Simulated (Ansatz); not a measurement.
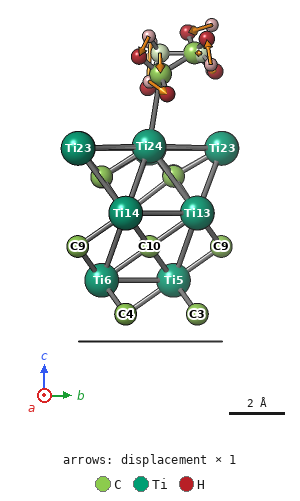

This is a constrained relaxation of a slab of composition Ti6H3C7 (cut from the Fm-3m phase). The starting structure is drawn faded, the final one solid; orange arrows show the displacements, at their true length.

A ball-and-stick model of the cell of the calculation, outlined in the plane, without the vacuum (origin shifted), seen along the a axis.

Case: 1 C2H6 a cell, flat, over a top Ti site. The slab is the (1 1 1) face of TiC with C2H6 on it. 12 atoms are held fixed.

These are results of DFT PBE+D3(BJ), scalar-relativistic, plane waves, PAW in Ansatz, not measurements.

The input:
```yaml
crystal:
  lattice:
    - [6.0686302345, 0.0, 0.0]
    - [-3.0343151173, 5.2555879493, 0.0]
    - [0.0, 0.0, 26.2683697968]
  atoms:
    - { symbol: C, position: [0.1666666667, 0.3333333333, 0.304548781] }
    - { symbol: C, position: [0.1666666667, 0.8333333333, 0.304548781] }
    - { symbol: C, position: [0.6666666667, 0.3333333333, 0.304548781] }
    - { symbol: C, position: [0.6666666667, 0.8333333333, 0.304548781] }
    - { symbol: Ti, position: [0.3333333333, 0.1666666667, 0.351706407] }
    - { symbol: Ti, position: [0.3333333333, 0.6666666667, 0.351706407] }
    - { symbol: Ti, position: [0.8333333333, 0.1666666667, 0.351706407] }
    - { symbol: Ti, position: [0.8333333333, 0.6666666667, 0.351706407] }
    - { symbol: C, position: [0.5, 0.5, 0.398864033] }
    - { symbol: C, position: [0.5, 0.0, 0.398864033] }
    - { symbol: C, position: [0.0, 0.5, 0.398864033] }
    - { symbol: C, position: [0.0, 0.0, 0.398864033] }
    - { symbol: Ti, position: [0.6666666667, 0.3333333333, 0.4453423092] }
    - { symbol: Ti, position: [0.6666666667, 0.8333333333, 0.4453423092] }
    - { symbol: Ti, position: [0.1666666667, 0.3333333333, 0.4453423092] }
    - { symbol: Ti, position: [0.1666666667, 0.8333333333, 0.4453423092] }
    - { symbol: C, position: [0.8333333333, 0.6666666667, 0.4965272812] }
    - { symbol: C, position: [0.8333333333, 0.1666666667, 0.4965272812] }
    - { symbol: C, position: [0.3333333333, 0.6666666667, 0.4965272812] }
    - { symbol: C, position: [0.3333333333, 0.1666666667, 0.4965272812] }
    - { symbol: Ti, position: [0.0, 0.5, 0.5364865737] }
    - { symbol: Ti, position: [0.0, 0.0, 0.5364865737] }
    - { symbol: Ti, position: [0.5, 0.5, 0.5364865737] }
    - { symbol: Ti, position: [0.5, 0.0, 0.5364865737] }
    - { symbol: C, position: [0.6709733374, 0.3612831884, 0.6681011363] }
    - { symbol: C, position: [0.5179535388, 0.0723886909, 0.6681011363] }
    - { symbol: H, position: [0.6889337225, 0.4336599279, 0.7075896926] }
    - { symbol: H, position: [0.5738413286, 0.4382909653, 0.6442816147] }
    - { symbol: H, position: [0.8638720592, 0.4265914468, 0.6524321015] }
    - { symbol: H, position: [0.6150746409, -0.0046458429, 0.6919206578] }
    - { symbol: H, position: [0.5, 0.0, 0.6286125799] }
    - { symbol: H, position: [0.3250370641, 0.007065627, 0.683770171] }
basis:
  ecutwfc: 420
kpoints:
  mp_grid: { grid: [4, 4, 1] }
hamiltonian:
  xc: pbe
  dispersion: d3bj
scf:
  occupations: { method: gaussian, width: 0.1 }
output:
  forces: true
  eigenvalues: true
  write_density: true
  write_potential: true
  elf: true
  volumetric_format: npy
relax:
  adjacent_minimum: "off"
  f_tol: 0.04
  max_steps: 100
  constraints: [{ sites: [0, 1, 2, 3, 4, 5, 6, 7, 8, 9, 10, 11] }]
efield:
  axis: 3
  dipole_correction: true
  ramp_width: 0.04
```

Command:
```bash
ansatz run input.yaml --threads 4 --pin off --max-ram 10240MiB --backend cpu --events-out ev --progress --plain --runs-dir out
```

Q: Which element moves most?

A: Hydrogen: up to 1.74 Å, against 0.83 Å for carbon.

Q: Describe the change and its energy.

A: The atom that moves furthest is H32 (1.74 Å at 15° to the normal (−c side)). Largest moves by element: H 1.74 Å, C 0.83 Å, Ti 0.06 Å. The cell stays as it was. Some distances before and after: Ti24–C26 3.480 → 2.690 Å, Ti21–Ti24 3.034 → 3.083 Å, Ti13–Ti24 2.967 → 3.015 Å, Ti21–Ti24 (another image) 3.034 → 2.988 Å. New bonds form, among them: Ti24–C26 (3.48 → 2.69 Å). Bond angles that change, for instance: H30–C26–H31 109.1° → 105.0°, C25–C26–H30 109.8° → 113.5°, H30–C26–H32 109.1° → 105.5°. The energy falls by 0.148 eV per cell of the calculation in 26 geometry steps. Largest force component: 0.53 eV/Å at the start, 0.025 eV/Å at the end. The forces were under the threshold at step 3, but the run went on from there. The run took 21 min on 4 threads of Arm Neoverse V1 (shared host), peak memory 2.7 GiB.

Limits of the set-up: the periodic images lie only 6.1 Å apart, so the values are limited by the cell's size.
